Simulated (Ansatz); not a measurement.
The calculation's input:

```
crystal:
  lattice:
    - [4.613777, 0.0, 0.0]
    - [0.0, 9.563279, 0.0]
    - [0.0, 0.0, 3.119862]
  atoms:
    - { symbol: Al, position: [0.982975, 0.824573, 0.0] }
    - { symbol: Al, position: [0.017025, 0.175427, 0.0] }
    - { symbol: Al, position: [0.482975, 0.675427, 0.5] }
    - { symbol: Al, position: [0.517025, 0.324573, 0.5] }
    - { symbol: O, position: [0.5, 0.5, 0.5] }
    - { symbol: O, position: [0.123635, 0.75305, 0.5] }
    - { symbol: O, position: [0.376365, 0.25305, 0.0] }
    - { symbol: O, position: [0.623635, 0.74695, 0.0] }
    - { symbol: O, position: [0.0, 0.0, 0.0] }
    - { symbol: O, position: [0.876365, 0.24695, 0.5] }
hamiltonian:
  xc: pbe
  pseudopotentials: { kind: paw }
kpoints:
  mp_grid: { grid: [6, 3, 9] }
scf:
  occupations: { method: fermi_dirac, width: 0.05 }
basis:
  ecutwfc: "250 eV"
output:
  forces: true
  stress: true
  eigenvalues: true
  write_density: true
  write_potential: true
  elf: true
  volumetric_format: npy
```

Run with:

```sh
ansatz run input.yaml --threads 4 --pin off --max-ram 11264MiB --backend cpu --events-out ev --progress --plain --runs-dir out
```

Below, planes, directions and counts refer to the conventional cell (a = 4.61 Å, b = 9.56 Å, c = 3.12 Å, α = 90.00°, β = 90.00°, γ = 90.00°).

Space group Pnnm; a structure from a database of computed crystals, not necessarily the ambient phase; computed pressure about 2 GPa in this cell; the program warned that the cutoff is below the recommended one.

Level of theory: Ansatz, Kohn-Sham DFT of a periodic cell, PBE, Ansatz PAW.

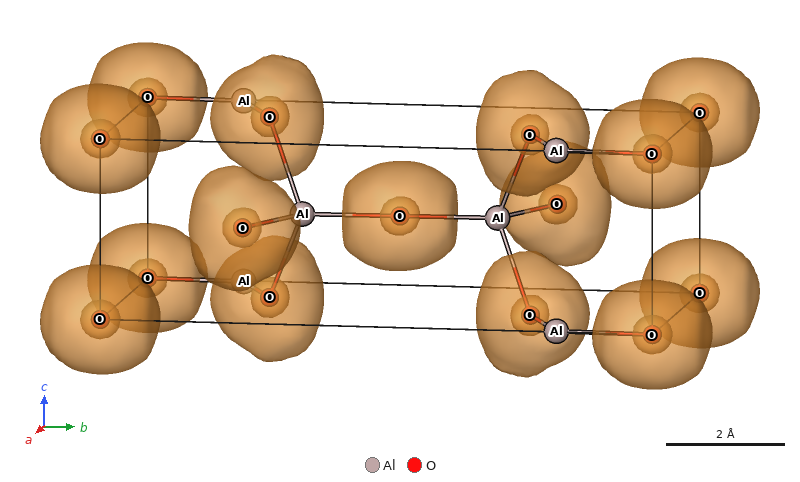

Al2O3. Isosurface of the electron localisation function at 0.65 (orange), seen slightly off an axis. Only the valence region is drawn (cores and ρ < 0.01 e/Å³ removed). Sticks mark near contacts.

Core electrons are frozen (PAW), and the valence fields are smoothed inside the atomic spheres.

**Identify the bonds, lone pairs and shells in this picture.**

The ELF exceeds this value in six regions on O in which the atom's valence shell and bonds are merged, counted in one cell of 10 atoms. Regions shared between cells count once. Profiles from the grid: Al–O (1.68 Å): the ELF peaks at about 0.85 in the valence shell of O, 0.6 Å from its nucleus, and is about 0.80 at the midpoint. Al–O (1.82 Å): the ELF peaks at about 0.85 in the valence shell of O, 0.7 Å from its nucleus, and is about 0.80 at the midpoint.
